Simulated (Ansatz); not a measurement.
ZrO₂ (space group P4_2/nmc, No. 137): the end point of a relaxation at fixed volume with DFT PBE, scalar-relativistic, plane waves, PAW (Ansatz).

```cif
data_structure
_symmetry_space_group_name_H-M 'P 1'
_symmetry_Int_Tables_number 1
_cell_length_a 3.5333
_cell_length_b 3.5333
_cell_length_c 5.0488
_cell_angle_alpha 90.000
_cell_angle_beta 90.000
_cell_angle_gamma 90.000
_cell_volume 63.03
loop_
_atom_site_label
_atom_site_type_symbol
_atom_site_fract_x
_atom_site_fract_y
_atom_site_fract_z
_atom_site_occupancy
Zr1 Zr 0.00000 0.00000 0.00000 1
Zr2 Zr 0.50000 0.50000 0.50000 1
O1 O 0.00000 0.50000 0.21512 1
O2 O 0.00000 0.50000 0.71512 1
O3 O 0.50000 0.00000 0.28488 1
O4 O 0.50000 0.00000 0.78488 1
```

Bonds are taken as O–Zr below 2.6 Å; no other contact counts. Atoms with one bond or none are removed and atoms with two bonds are replaced by edges, until no such atom is left.

Derive the underlying net.

The result is a binodal (4,8)-connected, three-periodic net: O is a 4-connected node; Zr is an 8-connected node, in the ratio 2:1. It is the flu net, known from fluorite. It is a single net, without interpenetration.

```
node  links  point symbol  coordination sequence
   O      4            4⁶      4 22 24 82 64 182
  Zr      8    4¹²·6¹²·8⁴      8 12 48 42 128 92
```

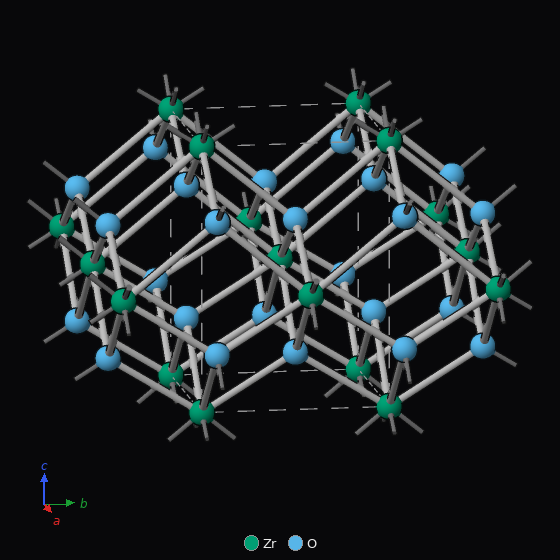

Nodes are coloured by topological kind. Edges to nodes outside the piece are drawn as stubs.
